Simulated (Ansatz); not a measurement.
System: H6C2O (amorphous cell).

```xyz
36
Lattice="7.5291 0.0000 0.0000 0.0000 7.5291 0.0000 0.0000 0.0000 7.5291" Properties=species:S:1:pos:R:3 pbc="T T T"
C     2.9202    2.0326    5.0275
C     1.7182    1.2256    4.5826
O     1.7011    0.0217    5.3582
H     1.0793    6.9050    4.9799
H     0.7960    1.8030    4.7347
H     1.7851    0.9939    3.5110
H     3.0039    2.9558    4.4498
H     2.8412    2.3058    6.0814
H     3.8358    1.4487    4.8918
C     5.4992    5.3691    5.5145
C     6.7671    5.4231    6.3351
O     0.3418    5.0228    5.5250
H     1.0628    4.8390    6.1574
H     6.9371    6.4459    6.7156
H     6.6763    4.7625    7.2108
H     4.6448    5.7344    6.0882
H     5.5978    5.9840    4.6159
H     5.2918    4.3407    5.2047
C     2.6099    6.5313    0.9039
C     1.8775    5.2930    1.3720
O     1.8765    4.3335    0.3006
H     1.3941    3.5514    0.6023
H     2.3710    4.8596    2.2510
H     0.8436    5.5381    1.6558
H     2.5850    7.2959    1.6845
H     3.6576    6.3024    0.6881
H     2.1714    6.9322    7.5124
C     5.2716    2.1610    1.4419
C     6.1597    1.1331    0.7785
O     7.5165    1.3500    1.1988
H     0.5422    0.7033    0.7491
H     5.8374    0.1221    1.0627
H     6.0881    1.2155    7.2126
H     4.2388    2.0341    1.1079
H     5.3031    2.0594    2.5298
H     5.5882    3.1718    1.1768
```

Not relaxed (largest force 0.3 eV/Å).

Level of theory: DFT r2SCAN-D3(BJ), scalar-relativistic, plane waves, PAW (Ansatz 0.2.0).

Question: Predict the valence pseudo-density and electron localisation function between the atoms.

Answer: C–H (1.10 Å): the density is about 2 e/Å³ at the midpoint; the ELF climbs to about 1 towards the hydrogen, as it does in any bond to H; a covalent bond by its length.
C–O (1.44 Å): ρ is about 2 e/Å³ halfway; the ELF peaks at about 0.85 between the atoms, as expected for a polar covalent bond.

Question: Does the calculation make it a metal, or give it a gap?

Answer: It is gapped, with a Kohn–Sham gap of 5.4 eV at the Γ point, the only k-point used.

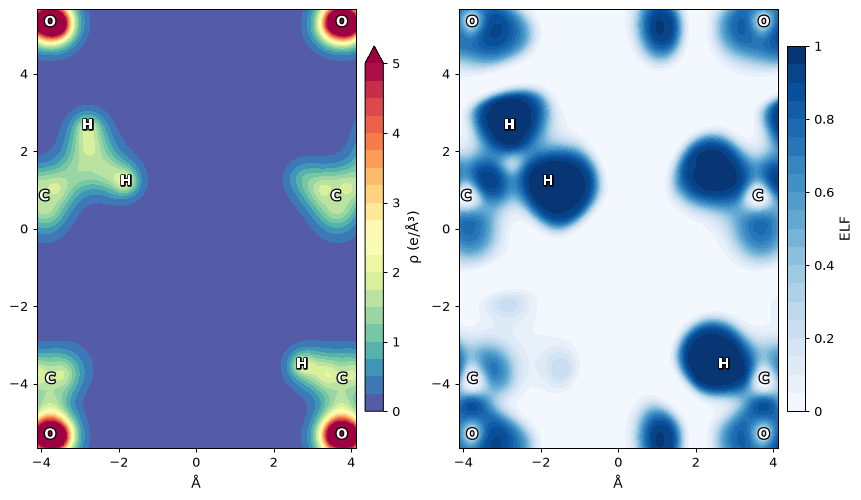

Computed valence pseudo-density and electron localisation function on the (011̄) plane of the calculation cell, in this order. Atoms just off the plane (C, 0.4 Å away and H, 0.4 Å away) can leave unmarked features too.

The density is the valence pseudo-density of a PAW calculation; it isn't the true density close to the nuclei.
